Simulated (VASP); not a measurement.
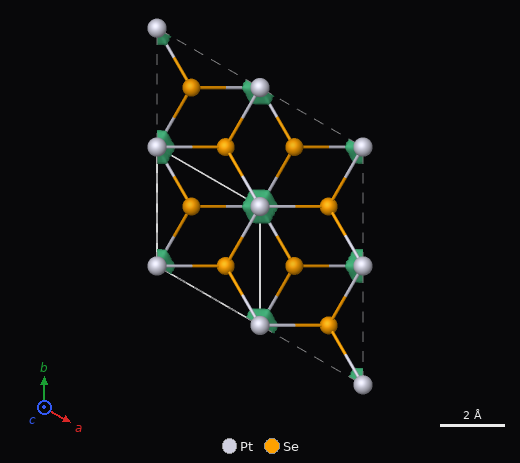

The green surface encloses the points that the centre of a probe sphere of radius 0.25 Å can occupy in PtSe2 (P-3m1), computed on a grid of about 0.16 Å (2×2×2 cells shown, view along the c axis; pale faces close the region where the box cuts it).

Atoms are hard spheres with Shannon crystal radii (six-coordinate where tabulated): Pt 0.77 Å, Se 1.84 Å.

Origin of the cell: an entry of the Crystallography Open Database, as set up for an electronic-structure calculation.

```
Pt Se
1.0
     3.72400    0.00000    0.00000
    -1.86200    3.22508    0.00000
     0.00000    0.00000    5.06200
Pt Se
1 2
Direct
  0.00000 0.00000 0.00000
  0.66667 0.33333 0.75000
  0.33333 0.66667 0.25000
```

Do these regions connect?

Answer. They are isolated pockets that do not connect across cells.

What share of the cell can the probe's centre reach?

Answer. About 1.3 % of the volume (0.8 Å³ of 60.8 Å³).

Give the largest included and the largest free sphere.

Answer. The largest sphere that fits anywhere has a diameter of 1.31 Å; the largest that can travel through the crystal, about 0.3 Å.

How does the connectivity change as the probe shrinks?

Answer. Below a radius of about 0.17 Å the space forms a two-dimensional network in layers parallel to (001). Below a radius of about 0.10 Å the space forms a three-dimensional network. These are grid estimates, good to about 0.05 Å.
